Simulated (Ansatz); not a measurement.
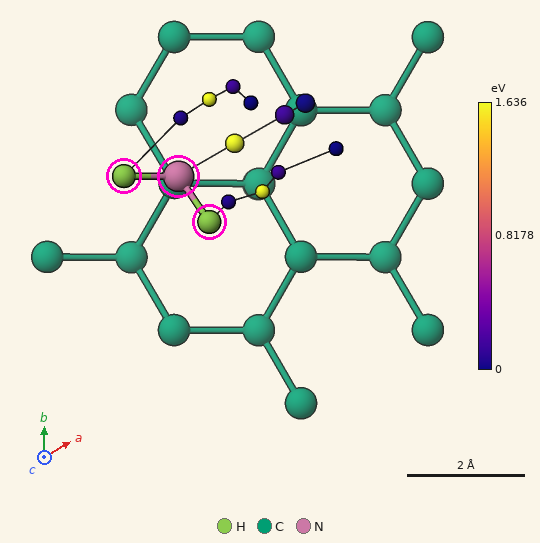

NEB run on NH2 on C(111), underside capped with H (48 atoms in the cell). Images are numbered from 0 (start) to 4 (end). The start is drawn whole; smaller spheres mark the moving atoms (N, H) in the later images, joined by lines and coloured by the energy of the image relative to the start. Style: ball-and-stick. Shown: the atoms within 4.3 Å of the middle of the path, along the c axis. The atoms that move most are ringed. Bonds to atoms that aren't drawn are left out.

All numbers below come from DFT PBE, scalar-relativistic, plane waves, PAW (Ansatz). Run with plane-wave cutoff 420 eV; k-point mesh 2 × 2 × 1; Fermi-Dirac smearing 0.05 eV; 27 atoms held fixed; 3 movable images; climbing image; force threshold 0.05 eV/Å; iteration limit 76; starting path by straight interpolation.

What moves, how far, and at what cost in energy?

An H atom travels furthest, 2.52 Å from end to end, on a path that bends up to 0.21 Å away from the straight line. It doesn't move alone: N (2.52 Å), H (2.52 Å) move with it. Breaking: C–N (1.45 → 3.10 Å). Forming: C–N (2.89 → 1.45 Å). The two ends have the same energy, and the highest point, image 2, lies 1.64 eV above the start. The band converged in 16 iterations. The largest component of the band force went from 3.9 to 0.016 eV/Å. The climbing image converged on the top of the path. A check of its curvatures didn't confirm a first-order saddle.

Limits of the set-up: the periodic images lie only 7.6 Å apart, so the values are limited by the cell's size.

Cost: 21 min on 2 threads of Arm Neoverse V2, on a shared host, peak memory 2.6 GiB.

PAW datasets: the set soft_1.
